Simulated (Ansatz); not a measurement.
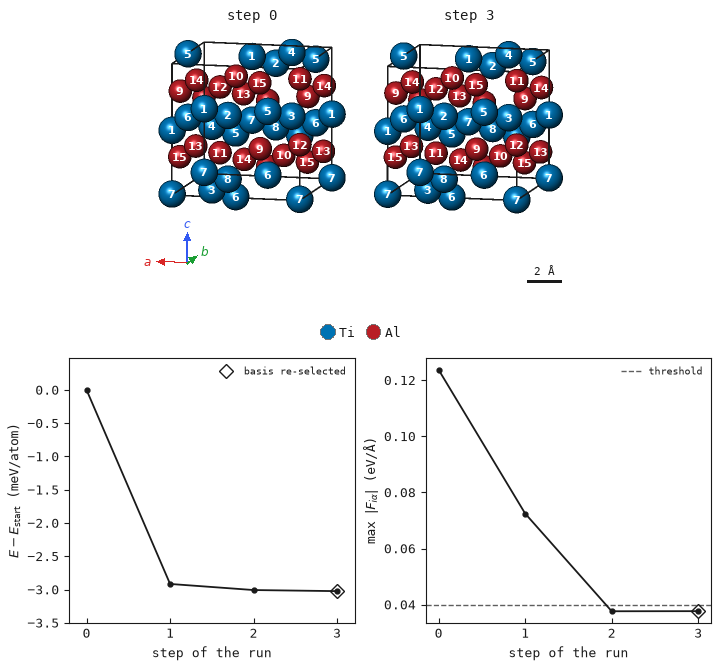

First and last geometry of a relaxation of solid Ti$_{8}$Al$_{7}$ (a generated structure, set up in P1) (coarse preliminary run), with the history of the run. A spheres-only model of the larger cell on standard axes (2 times the calculation's cell), seen from a free direction.

Case: 1 of 8 Al atoms taken out at random, relaxed further on a centred mesh.

Computed with DFT PBE, scalar-relativistic, plane waves, PAW (Ansatz). Settings: plane-wave cutoff 420 eV; k-point mesh 4 × 4 × 4; occupations gaussian; smearing width 0.1 eV; no spin polarisation; cell and atoms relaxed; force threshold 0.04 eV/Å; at most 25 steps.

### Read the history and describe the run.

It converged. The largest moves relative to the cell, 0.021 Å, are those of Ti4 and Ti6. Ti6 goes along −c. Largest moves by element: Ti 0.021 Å, Al 0.002 Å. The drawn cell changes at constant volume: a = b 7.951 → 8.040 Å (+1.1 %), c 8.059 → 7.885 Å (−2.2 %), γ 90.1° → 90.0°. Among the contacts that change: Ti1–Ti8 2.820 → 2.858 Å, Al11–Al13 2.808 → 2.843 Å, Ti1–Al10 2.871 → 2.838 Å, Ti1–Al14 2.861 → 2.829 Å. Within 0.06 Å the space group is I4/mmm at the start and I4/mmm at the end; at a tighter tolerance small leftover displacements or strains of the cell lower it. After 2 accepted moves (3 points after the start) the energy has fallen by 3.0 meV per atom. Largest force component: 0.12 eV/Å at the start, 0.038 eV/Å at the end. Pressure: −0.20 GPa at the start and −0.19 GPa at the end. At 1 point the geometry stayed and the basis and grid were re-selected for the new cell (energy shift of less than 0.05 meV per atom at most each time). Cost: 77 s on 4 threads of Arm Neoverse V2, on a shared host, peak memory 1.1 GiB.
